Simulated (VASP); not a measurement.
**O on Co(0001): binding against coverage**

Aim: adsorption energy and work function of O on Co(0001) from low coverage to a full layer.

Program: VASP 6.6.1. Level of theory: PBE, spin-polarised from a ferromagnetic start; plane waves and PAW (Co), in the first sound run; inputs show where later runs differ. Results are calculated unless marked as measured.

## (1) Set-up

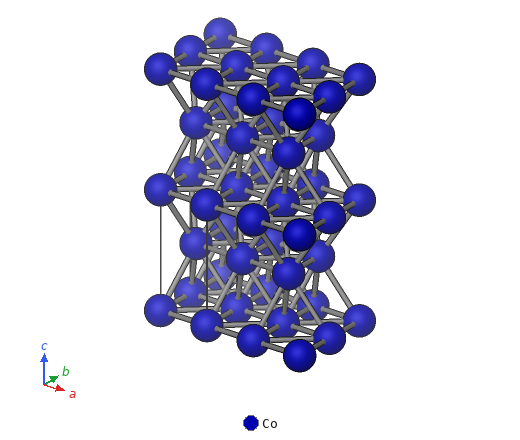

The cell as given, slightly off an axis (cobalt blue). 3×2×2 cells are drawn. Some periodic images of atoms are drawn too.

Coordinates:

```xyz
2
Lattice="2.5100 0.0000 0.0000 -1.2550 2.1737 0.0000 0.0000 0.0000 4.0712" Properties=species:S:1:pos:R:3 pbc="T T T"
Co    0.0000    0.0000    0.0000
Co    0.0000    1.4491    2.0356
```

## (2) The bulk reference, job relaxation, k-mesh 18×18×10

The bulk crystal is relaxed first, so that the slabs are cut at this functional's lattice.

File INCAR:

```
SYSTEM = Co
PREC = Accurate
ENCUT = 570
EDIFF = 1E-06
NELM = 120
ISMEAR = 1
SIGMA = 0.15
LREAL = .FALSE.
ALGO = Normal
GGA = PE
NBANDS = 19
ISPIN = 2
MAGMOM = 2 2
LASPH = .TRUE.
LMAXMIX = 4
LORBIT = 11
LWAVE = .FALSE.
LCHARG = .FALSE.
KPAR = 8
IBRION = 2
NSW = 30
ISIF = 3
EDIFFG = -0.01
POTIM = 0.4
```

File POSCAR:

```
Co
1.0
    2.5100000000      0.0000000000      0.0000000000
   -1.2550000000      2.1737237635      0.0000000000
    0.0000000000      0.0000000000      4.0712200000
Co
2
Direct
    0.0000000000      0.0000000000      0.0000000000
    0.3333333333      0.6666666667      0.5000000000
```

File KPOINTS:

```
Automatic mesh
0
Gamma
18 18 10
0 0 0
```

PAW data sets: Co (PBE family, release 64).

Started as:

```console
mpirun -np 8 vasp_std
```

The program printed:

```text
[banner, memory and clock lines left out]
running    8 mpi-ranks, on    1 nodes
 distrk:  each k-point on    1 cores,    8 groups
 distr:  one band on    1 cores,    1 groups

 POSCAR found type information on POSCAR Co
 POSCAR found :  1 types and       2 ions
|                                                                             |
|           W    W    AA    RRRRR   N    N  II  N    N   GGGG   !!!           |
|           W    W   A  A   R    R  NN   N  II  NN   N  G    G  !!!           |
|           W    W  A    A  R    R  N N  N  II  N N  N  G       !!!           |
|           W WW W  AAAAAA  RRRRR   N  N N  II  N  N N  G  GGG   !            |
|           WW  WW  A    A  R   R   N   NN  II  N   NN  G    G                |
|           W    W  A    A  R    R  N    N  II  N    N   GGGG   !!!           |
|                                                                             |
|     For optimal performance we recommend to set                             |
|       NCORE = 2 up to number-of-cores-per-socket                            |
|     NCORE specifies how many cores store one orbital (NPAR=cpu/NCORE).      |
|     This setting can greatly improve the performance of VASP for DFT.       |
|     The default, NCORE=1 might be grossly inefficient on modern             |
|     multi-core architectures or massively parallel machines. Do your        |
|     Unfortunately you need to use the default for GW and RPA                |
|     calculations (for HF NCORE is supported but not extensively tested      |
|     yet).                                                                   |
|                                                                             |

 LDA part: xc-table for (Slater+PW92), standard interpolation
 POSCAR, INCAR and KPOINTS ok, starting setup
 FFT: planning ... GRIDC
 FFT: planning ... GRID_SOFT
 FFT: planning ... GRID
 WAVECAR not read
 entering main loop
       N       E                     dE             d eps       ncg     rms          rms(c)
DAV:   1     0.914949085491E+02    0.91495E+02   -0.84856E+03 17568   0.135E+03
DAV:   2    -0.115400060193E+02   -0.10303E+03   -0.93367E+02 17061   0.232E+02
DAV:   3    -0.160713411616E+02   -0.45313E+01   -0.43499E+01 18713   0.609E+01
DAV:   4    -0.161487537879E+02   -0.77413E-01   -0.77338E-01 21073   0.678E+00
DAV:   5    -0.161508956458E+02   -0.21419E-02   -0.21417E-02 19619   0.103E+00    0.146E+01
DAV:   6    -0.145251590558E+02    0.16257E+01   -0.85959E+00 18540   0.597E+01    0.706E+00
DAV:   7    -0.140955732906E+02    0.42959E+00   -0.13407E+00 19423   0.220E+01    0.375E+00
DAV:   8    -0.140761240449E+02    0.19449E-01   -0.15597E-02 22315   0.126E+00    0.163E+00
DAV:   9    -0.140619061020E+02    0.14218E-01   -0.32413E-03 26145   0.105E+00    0.417E-01
DAV:  10    -0.140612001992E+02    0.70590E-03   -0.71447E-04 22198   0.320E-01    0.510E-02
DAV:  11    -0.140611800004E+02    0.20199E-04   -0.39784E-05 23541   0.780E-02    0.338E-02
DAV:  12    -0.140611806917E+02   -0.69134E-06   -0.40764E-06 18341   0.244E-02
   1 F= -.14061181E+02 E0= -.14061381E+02  d E =-.140612E+02  mag=     3.2047
 curvature:   0.00 expect dE= 0.000E+00 dE for cont linesearch  0.000E+00
 trial: gam= 0.00000 g(F)=  0.852E-48 g(S)=  0.351E-01 ort = 0.000E+00 (trialstep = 0.100E+01)
 search vector abs. value=  0.351E-01
 bond charge predicted
       N       E                     dE             d eps       ncg     rms          rms(c)
DAV:   1    -0.145245278138E+02   -0.46335E+00   -0.36012E+00 18438   0.328E+01    0.551E+00
DAV:   2    -0.141606449997E+02    0.36388E+00   -0.12567E+00 18491   0.240E+01    0.352E+00
DAV:   3    -0.140788357533E+02    0.81809E-01   -0.16545E-01 18262   0.809E+00    0.147E+00
DAV:   4    -0.140726473565E+02    0.61884E-02   -0.28156E-03 20476   0.578E-01    0.513E-01
DAV:   5    -0.140671754181E+02    0.54719E-02   -0.90480E-04 26157   0.383E-01    0.122E-01
DAV:   6    -0.140671129760E+02    0.62442E-04   -0.19951E-04 22142   0.141E-01    0.488E-02
DAV:   7    -0.140671110648E+02    0.19112E-05   -0.12557E-05 18791   0.395E-02    0.184E-02
DAV:   8    -0.140671085582E+02    0.25066E-05   -0.53097E-07 10590   0.913E-03    0.257E-03
DAV:   9    -0.140671084189E+02    0.13930E-06   -0.88966E-08  8910   0.412E-03
   2 F= -.14067108E+02 E0= -.14067069E+02  d E =-.592773E-02  mag=     3.1674
[...]
3 F= -.14071918E+02 E0= -.14072009E+02  d E =-.107377E-01  mag=     3.1835
 curvature:  -0.30 expect dE=-0.210E-04 dE for cont linesearch -0.430E-09
 trial: gam= 0.00182 g(F)=  0.385E-46 g(S)=  0.711E-04 ort = 0.715E-05 (trialstep = 0.921E+00)
 search vector abs. value=  0.712E-04
 bond charge predicted
       N       E                     dE             d eps       ncg     rms          rms(c)
DAV:   1    -0.140720837536E+02   -0.16542E-03   -0.41273E-03 18650   0.451E-01    0.730E-02
DAV:   2    -0.140719913637E+02    0.92390E-04   -0.59900E-05 21717   0.117E-01    0.376E-02
DAV:   3    -0.140719595088E+02    0.31855E-04   -0.37677E-05 21254   0.618E-02    0.126E-02
DAV:   4    -0.140719609902E+02   -0.14813E-05   -0.30363E-06 16965   0.216E-02    0.285E-03
DAV:   5    -0.140719607638E+02    0.22634E-06   -0.18159E-07  8733   0.693E-03
   4 F= -.14071961E+02 E0= -.14072052E+02  d E =-.423748E-04  mag=     3.1824
 trial-energy change:   -0.000042  1 .order   -0.000045   -0.000065   -0.000024
 step:   1.4569(harm=  1.4569)  dis= 0.00000  next Energy=   -14.071970 (dE=-0.518E-04)
 reached required accuracy - stopping structural energy minimisation
```

Run time: 41 s. Hardware: 8 MPI ranks of AMD EPYC 9R45, shared host; peak memory 2 GiB.

Lines that name or quote the potential files are left out of all logs, and their timing lines are given in words.

Parts of OUTCAR (step 2):

```text
ion  position               nearest neighbor table
   1  0.000  0.000  0.000-   2 2.50   2 2.50   2 2.50   2 2.50   2 2.50   2 2.50
   2  0.333  0.667  0.500-   1 2.50   1 2.50   1 2.50   1 2.50   1 2.50   1 2.50

  LATTYP: Found a hexagonal cell.
 ALAT       =     2.5100000000
 C/A-ratio  =     1.6220000000

 Subroutine GETGRP returns: Found 24 space group operations
 (whereof 12 operations were pure point group operations)

The static configuration has the point symmetry D_3h.
 The point group associated with its full space group is D_6h.

 Found    222 irreducible k-points:

   k-points           NKPTS =    222   k-points in BZ     NKDIM =    222   number of bands    NBANDS=     19

   dimension x,y,z NGX =    20 NGY =   20 NGZ =   32
   dimension x,y,z NGXF=    40 NGYF=   40 NGZF=   64

   ENCUT  =  570.0 eV  41.89 Ry    6.47 a.u.   4.89  4.89  7.93*2*pi/ulx,y,z

   NELECT =      18.0000    total number of electrons

 k-points in reciprocal lattice and weights: Automatic mesh
   0.00000000  0.00000000  0.00000000       0.000
   0.05555556 -0.00000000  0.00000000       0.002
   0.11111111 -0.00000000  0.00000000       0.002
   0.16666667 -0.00000000  0.00000000       0.002
   0.22222222 -0.00000000  0.00000000       0.002
   0.27777778 -0.00000000  0.00000000       0.002
   0.33333333 -0.00000000  0.00000000       0.002
   0.38888889 -0.00000000  0.00000000       0.002
   0.44444444 -0.00000000  0.00000000       0.002
[...]
0.33333333  0.27777778  0.50000000       0.004
   0.33333333  0.33333333  0.50000000       0.001

 average (electrostatic) potential at core
       1 -78.2416       2 -78.2416

 E-fermi :  10.3068

 spin component 1
 k-point     1 :       0.0000    0.0000    0.0000
  band No.  band energies     occupation
    ...
      8       8.3828      1.00000
      9       8.3828      1.00000
     10       9.4858      1.00000
     11       9.4858      1.00000
     12      10.2334      0.86430
     13      16.6948      0.00000
     14      32.3338      0.00000
     15      34.9389      0.00000
     16      34.9389      0.00000
     17      35.4462      0.00000
    ...

 k-point     2 :       0.0556   -0.0000    0.0000
  band No.  band energies     occupation
    ...
      7       8.0796      1.00000
      8       8.3275      1.00000
      9       8.3503      1.00000
     10       8.9991      1.00000
     11       9.4999      1.00000
     12      10.8487     -0.00000
     13      16.7132      0.00000
     14      31.5340      0.00000
     15      33.3239      0.00000
     16      33.6512      0.00000
    ...

 k-point     3 :       0.1111   -0.0000    0.0000
  band No.  band energies     occupation
    ...
      7       8.0444      1.00000
      8       8.2112      1.00000
      9       8.2616      1.00000
     10       8.5307      1.00000
     11       9.5357      1.00000
     12      11.8223     -0.00000
     13      16.7729      0.00000
     14      29.2474      0.00000
     15      31.9822      0.00000
     16      32.4823      0.00000
    ...

 k-point     4 :       0.1667   -0.0000    0.0000
  band No.  band energies     occupation
    ...
      7       8.1568      1.00000
      8       8.2034      1.00000
      9       8.3439      1.00000
     10       8.4174      1.00000
     11       9.5799      1.00000
     12      12.9111     -0.00000
     13      16.8860      0.00000
     14      26.6647      0.00000
     15      30.4097      0.00000
     16      31.8800      0.00000
    ...

 k-point     5 :       0.2222   -0.0000    0.0000
  band No.  band energies     occupation
    ...
      7       8.2078      1.00000
      8       8.4570      1.00000
      9       8.4677      1.00000
     10       8.6790      1.00000
     11       9.6220      1.00000
     12      14.0903      0.00000
     13      17.0642      0.00000
     14      24.1455      0.00000
     15      28.9796      0.00000
     16      31.1609      0.00000
    ...

 k-point     6 :       0.2778   -0.0000    0.0000
  band No.  band energies     occupation
    ...
      7       8.0796      1.00000
      8       8.7913      1.00000
      9       8.8280      1.00000
     10       8.9705      1.00000
     11       9.6564      1.00000
     12      15.3485      0.00000
     13      17.2811      0.00000
     14      21.8276      0.00000
     15      27.7230      0.00000
     16      29.3318      0.00000
    ...

  Total        0.0092345      0.0092345     -0.0180930      0.0000000     -0.0000000     -0.0000000
  in kB        0.6844880      0.6844880     -1.3411093      0.0000000     -0.0000000     -0.0000000
  external PRESSURE =       0.0092889 kB  Pullay stress =       0.0000000 kB

  energy-cutoff  :      570.00
  volume of cell :       21.62
      direct lattice vectors                 reciprocal lattice vectors
     2.489221785 -0.000000000  0.000000000     0.401731981  0.231940068 -0.000000000
    -1.244610893  2.155729302  0.000000000     0.000000000  0.463880135 -0.000000000
     0.000000000  0.000000000  4.028084631    -0.000000000 -0.000000000  0.248256949

 POSITION                                       TOTAL-FORCE (eV/Angst)
 -----------------------------------------------------------------------------------
      2.48922     -0.00000      0.00000        -0.000000      0.000000      0.000000
     -0.00000      1.43715      2.01404         0.000000     -0.000000      0.000000
 -----------------------------------------------------------------------------------
    total drift:                               -0.000000      0.000000     -0.000000

  FREE ENERGIE OF THE ION-ELECTRON SYSTEM (eV)
  ---------------------------------------------------
  free  energy   TOTEN  =       -14.0719607638 eV

  energy  without entropy=      -14.0722348638  energy(sigma->0) =      -14.07205213

 reached required accuracy - stopping structural energy minimisation

 total charge
# of ion       s       p       d       tot
------------------------------------------
    1        0.490   0.524   7.267   8.281
    2        0.490   0.524   7.267   8.281
--------------------------------------------------
tot          0.980   1.048  14.533  16.561

 magnetization (x)
# of ion       s       p       d       tot
------------------------------------------
    1       -0.015  -0.056   1.683   1.612
    2       -0.015  -0.056   1.683   1.612
--------------------------------------------------
tot         -0.031  -0.113   3.367   3.223

[... 6 further parts left out ...]
```

The magnetic state follows from one typed start and may not be the lowest. The run keeps the 24 symmetry operations of its start, so it cannot find a distortion of lower symmetry.

The steps of the relaxation:

```csv
step,energy less that of the first step (eV),largest force (eV/Å),pressure (GPa),volume (Å³)
1,0.0000,0.0000,-5.60,22.21
2,-0.0059,0.0000,4.09,21.23
3,-0.0107,0.0000,0.01,21.61
4,-0.0108,0.0000,0.00,21.62
```

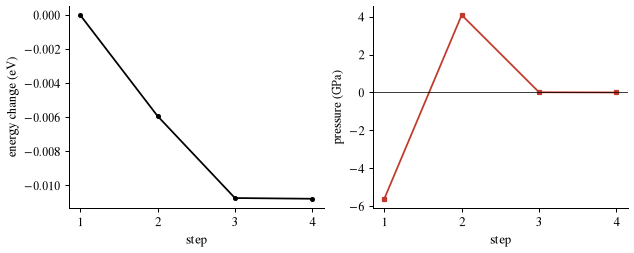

Energy and pressure along the relaxation.

```csv
"conventional cell, symmetrised",before,after,change
a (Å),2.510,2.489,-0.8 %
b (Å),2.510,2.489,-0.8 %
c (Å),4.071,4.028,-1.1 %
volume (Å³/atom),11.11,10.81,-2.7 %
```

The relaxed structure:

```xyz
2
Lattice="2.4892 0.0000 0.0000 -1.2446 2.1557 0.0000 0.0000 0.0000 4.0281" Properties=species:S:1:pos:R:3 pbc="T T T"
Co    0.0000    0.0000    0.0000
Co    0.0000    1.4372    2.0140
```

Numbers from this step:

* electronic cycles: 35
* electrons: 18
* free energy (TOTEN): -14.07 eV
* energy at zero smearing: -14.07 eV
* Fermi energy: 10.31 eV
* moment of the cell, from the last line of the log: 3.18 μB
* metallic: yes

Spin moment in the PAW sphere by atom:

```csv
atom,spin moment in the PAW sphere (μB)
Co1,1.61
Co2,1.61
```

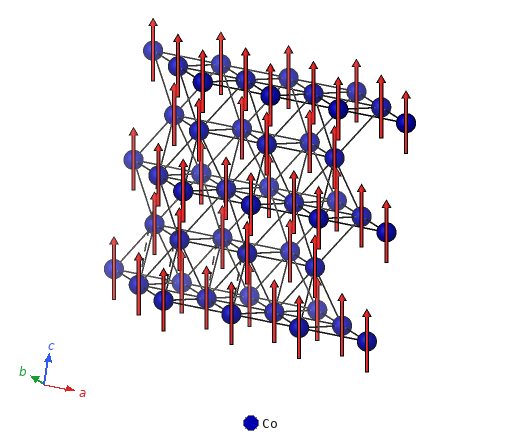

Spin moment in the PAW sphere as arrows, the longest 1.61 μB. Up and down stand for the sign. Arrows give size and sign along the axis of quantisation, drawn up and down the page. 3×2×2 cells are drawn. Some periodic images of atoms are drawn too.

The run ended after 4 ionic steps, 0.011 eV below its first step, once forces and stress met EDIFFG = -0.01.

Energy at zero smearing: -14.07205 eV.

## (3) The bulk reference, job self-consistent run, k-mesh 21×21×12

File INCAR:

```
SYSTEM = Co
PREC = Normal
ENCUT = 440
EDIFF = 1E-06
NELM = 120
ISMEAR = 1
SIGMA = 0.15
LREAL = .FALSE.
ALGO = Fast
GGA = PE
NBANDS = 19
ISPIN = 2
MAGMOM = 2 2
LASPH = .TRUE.
LMAXMIX = 4
LORBIT = 11
LWAVE = .FALSE.
LCHARG = .FALSE.
KPAR = 8
```

File POSCAR:

```
Co
1.0
    2.4892217852      0.0000000000      0.0000000000
   -1.2446108926      2.1557293017      0.0000000000
    0.0000000000      0.0000000000      4.0280846307
Co
2
Direct
    0.0000000000      0.0000000000      0.0000000000
    0.3333333333      0.6666666667      0.5000000000
```

File KPOINTS:

```
Automatic mesh
0
Gamma
21 21 12
0 0 0
```

Started as:

```console
mpirun -np 8 vasp_std
```

The program printed:

```text
[banner, memory and clock lines left out]
running    8 mpi-ranks, on    1 nodes
[...]
[... a notice as in an earlier step ...]

 LDA part: xc-table for (Slater+PW92), standard interpolation
 POSCAR, INCAR and KPOINTS ok, starting setup
[...]
entering main loop
       N       E                     dE             d eps       ncg     rms          rms(c)
DAV:   1     0.776840635460E+02    0.77684E+02   -0.70829E+03 27259   0.111E+03
DAV:   2    -0.124087122911E+02   -0.90093E+02   -0.81315E+02 25971   0.208E+02
DAV:   3    -0.160694161860E+02   -0.36607E+01   -0.35379E+01 28268   0.530E+01
DAV:   4    -0.161332073718E+02   -0.63791E-01   -0.63737E-01 32662   0.590E+00
[...]
RMM:  13    -0.140694108278E+02   -0.19307E-05   -0.17350E-05 34024   0.452E-02    0.156E-02
RMM:  14    -0.140694073349E+02    0.34929E-05   -0.76106E-06 34135   0.231E-02    0.375E-03
RMM:  15    -0.140694070485E+02    0.28643E-06   -0.34715E-06 23265   0.986E-03
   1 F= -.14069407E+02 E0= -.14069254E+02  d E =-.458233E-03  mag=     3.1937
```

The job ended after 14 s (8 MPI ranks; peak memory 1.7 GiB).

OUTCAR, selected parts (step 3):

```text
  Total        0.0043109      0.0043109     -0.0571577      0.0000000     -0.0000000      0.0000000
  in kB        0.3195343      0.3195343     -4.2367115      0.0000000     -0.0000000      0.0000000
  external PRESSURE =      -1.1992143 kB  Pullay stress =       0.0000000 kB

 POSITION                                       TOTAL-FORCE (eV/Angst)
 -----------------------------------------------------------------------------------
      0.00000      0.00000      0.00000         0.000000      0.000000      0.000000
     -0.00000      1.43715      2.01404         0.000000     -0.000000      0.000000
 -----------------------------------------------------------------------------------
    total drift:                               -0.000000      0.000000     -0.000000

  FREE ENERGIE OF THE ION-ELECTRON SYSTEM (eV)
  ---------------------------------------------------
  free  energy   TOTEN  =       -14.0694070485 eV

  energy  without entropy=      -14.0689488157  energy(sigma->0) =      -14.06925430

 magnetization (x)
# of ion       s       p       d       tot
------------------------------------------
    1       -0.015  -0.055   1.687   1.616
    2       -0.015  -0.055   1.687   1.616
--------------------------------------------------
tot         -0.030  -0.110   3.373   3.233

[... 3 further parts left out ...]
[key lines of the parts left out:]
E-fermi :  10.3017
```

Numbers from this step:

```yaml
electronic_cycles: 15
fermi_energy: 10.30 eV
moment_of_the_cell_from_the_last_line_of_the_log: 3.19 μB
```

Energy at zero smearing: -14.06925 eV.

The run ends at a pressure of -0.12 GPa.

(Part 1 of 12 ends here.)

[Lines on the potential files, build, host, timing and source positions are cut from VASP's logs without a mark.]

[Logs are printed without paths, hosts, clocks, repeated set-up lines and the standing remarks that a program may print on its own settings, such as how far it seeks lower states.]

[Hosts, paths, dates, database ids (printed as entryN), source tags and the programs' standing remarks are cut or masked in the printed files.]

[Runs that stopped without an error message from VASP are left out.]
